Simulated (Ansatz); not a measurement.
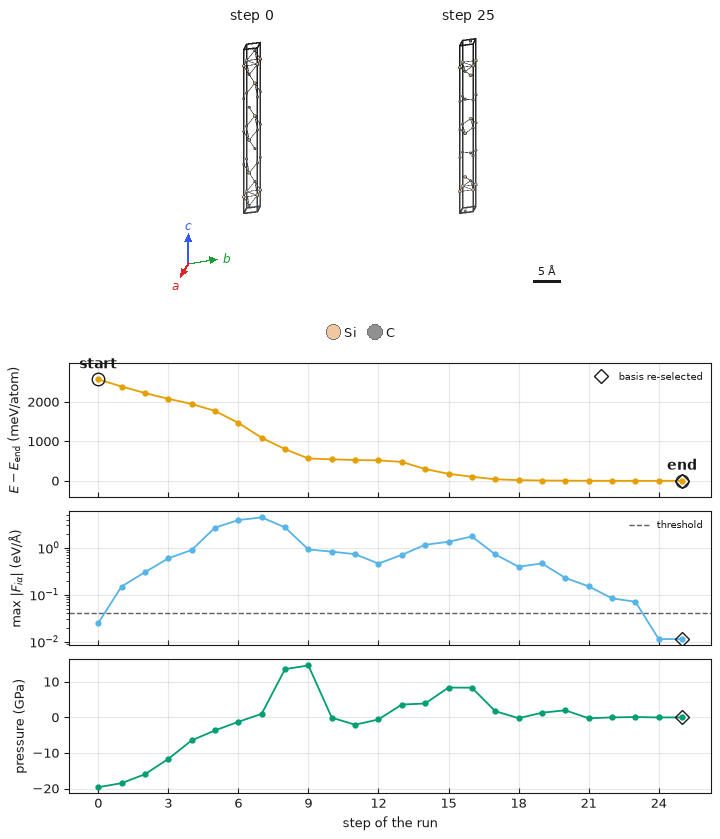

First and last geometry of a relaxation of solid Si2C3 (a generated structure, set up in R-3m) (coarse preliminary run), with the history of the run. Style: ball-and-stick. Shown: the conventional cell (3 times the calculation's cell), from a free direction. Lengths and directions refer to the drawn axes.

Level of theory: DFT PBE, scalar-relativistic, plane waves, PAW (Ansatz 0.2.0). Settings: plane-wave cutoff 420 eV; k-point mesh 6 × 6 × 6; occupations gaussian; smearing width 0.1 eV; no spin polarisation; cell and atoms relaxed; force threshold 0.04 eV/Å; at most 70 steps.

### What do the curves and the structures tell?

It converged. The largest moves relative to the cell, 1.12 Å, are those of C atoms. By element the largest moves are C 1.12 Å, Si 1.01 Å. The drawn cell changes as follows: a = b 2.690 → 2.619 Å (−2.7 %), c 32.948 → 33.708 Å (+2.3 %); the volume changes by −3.1 %. Among the contacts that change: C–Si 2.690 → 4.632 Å, Si–Si 4.660 → 2.904 Å, C–C 2.690 → 1.512 Å, C–Si 2.690 → 1.955 Å. New bonds form, among them: C–C (2.69 → 1.51 Å). The space group stays R-3m (No. 166). After 24 accepted moves (25 points after the start) the energy has fallen by 2571 meV per atom. The largest force component goes from 0.025 to 0.011 eV/Å. Pressure: −19.64 GPa at the start and −0.02 GPa at the end. The SCF was repeated once at an unchanged geometry on a basis and grid sized afresh for the cell, which shifted the energy by 0.4 meV per atom at most.

```tsv
step	E − E(0), meV/atom	largest force component, eV/Å	pressure, GPa	volume, Å³/atom	note
0	0.00	0.0249	-19.64	13.767	
1	-181.04	0.1496	-18.50	12.568	
2	-346.61	0.3012	-15.99	11.534	
3	-492.18	0.5964	-11.68	10.677	
4	-622.21	0.8937	-6.48	9.964	
5	-799.21	2.6874	-3.67	9.415	
6	-1102.92	3.8876	-1.26	8.944	
7	-1480.05	4.4483	1.00	8.493	
8	-1769.65	2.7175	13.57	8.032	
9	-2004.74	0.9202	14.58	8.059	
10	-2025.86	0.8273	-0.09	8.589	
11	-2044.63	0.7299	-2.07	8.771	
12	-2052.51	0.4613	-0.58	8.764	
13	-2092.12	0.7059	3.60	8.891	
14	-2273.13	1.1590	3.90	9.196	
15	-2393.25	1.3423	8.38	9.487	
16	-2468.58	1.7415	8.34	9.886	
17	-2531.92	0.7228	1.75	10.610	
18	-2552.67	0.3951	-0.24	11.175	
19	-2563.62	0.4641	1.30	11.886	
20	-2567.14	0.2281	1.99	11.953	
21	-2569.97	0.1508	-0.26	12.373	
22	-2571.40	0.0837	-0.02	12.836	
23	-2571.65	0.0710	0.09	13.247	
24	-2571.61	0.0114	-0.02	13.346	
25	-2571.24	0.0113	-0.02	13.346	same geometry, new basis
```
